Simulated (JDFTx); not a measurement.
**Band-structure run, with input and output: Cl**

Cl (Cmce, 4 atoms in the cell), computed with Kohn-Sham DFT of a periodic cell, PBE, PseudoDojo-SR-PBE-0.5-standard, no spin polarisation (JDFTx 1.7.0 (patched build)).

The structure derives from an entry of the Crystallography Open Database.

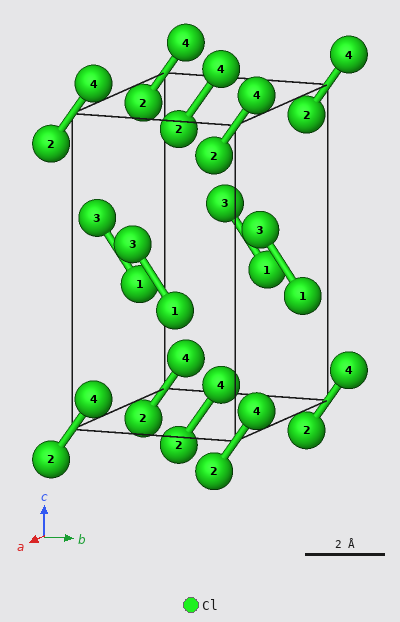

**Figure 1.** The structure as given in the input (ball-and-stick view of the cell 2 times as large as that of the calculation, set on its symmetry axes, seen slightly off an axis; atoms are numbered from 1 in the order of the input). Near neighbours in the crystal (not all of them lie inside the picture): Cl has 1 Cl at 2.02 Å.

**The input**
```
lattice \
    3.1450000000     3.1450000000     0.0000000000 \
   -2.2500000000     2.2500000000     0.0000000000 \
    0.0000000000     0.0000000000     8.2100000000
latt-scale 1.889726124626 1.889726124626 1.889726124626
coords-type Lattice
ion Cl     0.3700000000     0.6300000000     0.4000000000 1
ion Cl     0.1300000000     0.8700000000     0.9000000000 1
ion Cl     0.6300000000     0.3700000000     0.6000000000 1
ion Cl     0.8700000000     0.1300000000     0.1000000000 1

ion-species pseudo/Cl.upf
elec-cutoff 29 232
elec-ex-corr gga-PBE
elec-smearing Fermi 0.0018374661
elec-n-bands 21
electronic-minimize nIterations 30 energyDiffThreshold 1e-06
davidson-band-ratio 1.3
forces-output-coords Cartesian
include path.kpoints
symmetries none
fix-electron-density run.$VAR

dump-name bands.$VAR
dump End Ecomponents EigStats BandEigs Kpoints Forces
```

**File path.kpoints**
```
kpoint +0.0000000000 +0.0000000000 +0.0000000000 0.020000000000
kpoint +0.0629928184 -0.0629928184 +0.0000000000 0.020000000000
kpoint +0.1259856368 -0.1259856368 +0.0000000000 0.020000000000
kpoint +0.1889784552 -0.1889784552 +0.0000000000 0.020000000000
kpoint +0.2519712736 -0.2519712736 +0.0000000000 0.020000000000
kpoint +0.3149640920 -0.3149640920 +0.0000000000 0.020000000000
kpoint +0.3779569104 -0.3779569104 +0.0000000000 0.020000000000
kpoint +0.2519712736 -0.4186379403 +0.0000000000 0.020000000000
kpoint +0.1259856368 -0.4593189701 +0.0000000000 0.020000000000
kpoint +0.0000000000 -0.5000000000 +0.0000000000 0.020000000000
kpoint +0.0000000000 -0.5000000000 -0.2500000000 0.020000000000
kpoint +0.0000000000 -0.5000000000 -0.5000000000 0.020000000000
kpoint +0.1259856368 -0.4593189701 -0.5000000000 0.020000000000
kpoint +0.2519712736 -0.4186379403 -0.5000000000 0.020000000000
kpoint +0.3779569104 -0.3779569104 -0.5000000000 0.020000000000
kpoint +0.3239630661 -0.3239630661 -0.5000000000 0.020000000000
kpoint +0.2699692217 -0.2699692217 -0.5000000000 0.020000000000
kpoint +0.2159753774 -0.2159753774 -0.5000000000 0.020000000000
kpoint +0.1619815330 -0.1619815330 -0.5000000000 0.020000000000
kpoint +0.1079876887 -0.1079876887 -0.5000000000 0.020000000000
kpoint +0.0539938443 -0.0539938443 -0.5000000000 0.020000000000
kpoint +0.0000000000 +0.0000000000 -0.5000000000 0.020000000000
kpoint +0.0000000000 +0.0000000000 -0.2500000000 0.020000000000
kpoint +0.0000000000 +0.0000000000 +0.0000000000 0.020000000000
kpoint -0.0714285714 -0.0714285714 +0.0000000000 0.020000000000
kpoint -0.1428571429 -0.1428571429 +0.0000000000 0.020000000000
kpoint -0.2142857143 -0.2142857143 +0.0000000000 0.020000000000
kpoint -0.2857142857 -0.2857142857 +0.0000000000 0.020000000000
kpoint -0.3571428571 -0.3571428571 +0.0000000000 0.020000000000
kpoint -0.4285714286 -0.4285714286 +0.0000000000 0.020000000000
kpoint -0.5000000000 -0.5000000000 +0.0000000000 0.020000000000
kpoint -0.4389784552 -0.5610215448 +0.0000000000 0.020000000000
kpoint -0.3779569104 -0.6220430896 +0.0000000000 0.020000000000
kpoint -0.3779569104 -0.6220430896 -0.2500000000 0.020000000000
kpoint -0.3779569104 -0.6220430896 -0.5000000000 0.020000000000
kpoint -0.4389784552 -0.5610215448 -0.5000000000 0.020000000000
kpoint -0.5000000000 -0.5000000000 -0.5000000000 0.020000000000
kpoint -0.5000000000 -0.5000000000 -0.3333333333 0.020000000000
kpoint -0.5000000000 -0.5000000000 -0.1666666667 0.020000000000
kpoint -0.5000000000 -0.5000000000 +0.0000000000 0.020000000000
kpoint +0.0000000000 +0.0000000000 -0.5000000000 0.020000000000
kpoint -0.0555555556 -0.0555555556 -0.5000000000 0.020000000000
kpoint -0.1111111111 -0.1111111111 -0.5000000000 0.020000000000
kpoint -0.1666666667 -0.1666666667 -0.5000000000 0.020000000000
kpoint -0.2222222222 -0.2222222222 -0.5000000000 0.020000000000
kpoint -0.2777777778 -0.2777777778 -0.5000000000 0.020000000000
kpoint -0.3333333333 -0.3333333333 -0.5000000000 0.020000000000
kpoint -0.3888888889 -0.3888888889 -0.5000000000 0.020000000000
kpoint -0.4444444444 -0.4444444444 -0.5000000000 0.020000000000
kpoint -0.5000000000 -0.5000000000 -0.5000000000 0.020000000000
```

Hardware: 1 thread of Arm Neoverse V2, 24 GiB of memory available, shared host.

Launch command:
```bash
jdftx -c 1 -i bands.in -o bands.out
```

**What the program printed**
```
*************** JDFTx 1.7.0 (patched build) ***************

Input parsed successfully to the following command list (including defaults):
[... the input with its defaults ...]

---------- Initializing the Grid ----------
R =
[      5.94319      5.94319            0  ]
[     -4.25188      4.25188            0  ]
[            0            0      15.5147  ]
unit cell volume = 784.103
G =
[   0.528604  -0.738871          0  ]
[   0.528604   0.738871         -0  ]
[         -0          0   0.404984  ]
Minimum fftbox size, Smin = [  52  52  108  ]
Chosen fftbox size, S = [  54  54  108  ]

---------- Initializing tighter grid for wavefunction operations ----------
R =
[      5.94319      5.94319            0  ]
[     -4.25188      4.25188            0  ]
[            0            0      15.5147  ]
unit cell volume = 784.103
G =
[   0.528604  -0.738871          0  ]
[   0.528604   0.738871         -0  ]
[         -0          0   0.404984  ]
Minimum fftbox size, Smin = [  36  36  76  ]
Chosen fftbox size, S = [  36  36  80  ]

---------- Exchange Correlation functional ----------
Initalized PBE GGA exchange.
Initalized PBE GGA correlation.

---------- Setting up pseudopotentials ----------
Width of ionic core gaussian charges (only for fluid interactions / plotting) set to 0

Reading pseudopotential file 'pseudo/Cl.upf':
  'Cl' pseudopotential, 'PBE' functional
  Generated using ONCVPSP code by D. R. Hamann
  7 valence electrons, 2 orbitals, 6 projectors, 1001 radial grid points, with lMax = 2
    3S    l: 0   occupation:  2.0   eigenvalue: -0.760417
    3P    l: 1   occupation:  5.0   eigenvalue: -0.315867
  Core radius for overlap checks: 1.71 bohrs.

Initialized 1 species with 4 total atoms.

Folded 50 k-points by 1x1x1 to 50 k-points.

---------- Setting up k-points, bands, fillings ----------
No reducable k-points.
Computing the number of bands and number of electrons
Calculating initial fillings.
nElectrons:  28.000000   nBands: 21   nStates: 50

----- Setting up reduced wavefunction bases (one per k-point) -----
average nbasis = 5853.840 , ideal nbasis = 5848.762

---------- Setting up ewald sum ----------
Optimum gaussian width for ewald sums = 2.919831 bohr.
Real space sum over 1183 unit cells with max indices [  6  6  3  ]
Reciprocal space sum over 2541 terms with max indices [  5  5  10  ]

---------- Allocating electronic variables ----------
Reading n from file 'run.n' ... done
Initializing wave functions:  linear combination of atomic orbitals
Note: number of bands (21) exceeds available atomic orbitals (16)

----------- Band structure minimization -------------
Minimization will be done independently for each quantum number.

---- Minimization of quantum number:     0  [ +0.0000000 +0.0000000 +0.0000000 ]  0.040000000 ----
BandDavidson: Iter:   0  Eband: +0.037961155883288
BandDavidson: Iter:   1  Eband: -0.013186836530760  dEband: -5.114799e-02
BandDavidson: Iter:   2  Eband: -0.025627521367853  dEband: -1.244068e-02
BandDavidson: Iter:   3  Eband: -0.028429191762753  dEband: -2.801670e-03
[... 1007 lines of inner loops ...]
BandDavidson: Iter:  14  Eband: -0.029246242014516  dEband: -1.432070e-06
BandDavidson: Iter:  15  Eband: -0.029247107854581  dEband: -8.658401e-07
BandDavidson: Converged (dEband<1.000000e-06)
	FillingsUpdate:  mu: +0.062200123  nElectrons: 28.000000

Dumping 'bands.eigStats' ...
	eMin: -0.594355 at state 0 ( [ +0.000000 +0.000000 +0.000000 ] spin 0 )
	HOMO: +0.016268 at state 39 ( [ +0.500000 +0.500000 +0.000000 ] spin 0 )
	mu  : +0.062200
	LUMO: +0.106427 at state 1 ( [ +0.062993 -0.062993 +0.000000 ] spin 0 )
	eMax: +0.419326 at state 7 ( [ +0.251971 -0.418638 +0.000000 ] spin 0 )
	HOMO-LUMO gap: +0.090158
	Optical gap  : +0.092287 at state 1 ( [ +0.062993 -0.062993 +0.000000 ] spin 0 )
Done!
```

**Results in brief**

| quantity | value |
| --- | --- |
| outcome | converged |
| space group (tolerance 0.01 Å) | Cmce (64) |
| electrons treated | 28 |
| gap on the band path | 2.45 eV |
| wall time | 92 s |
| peak memory | 0.19 GiB |
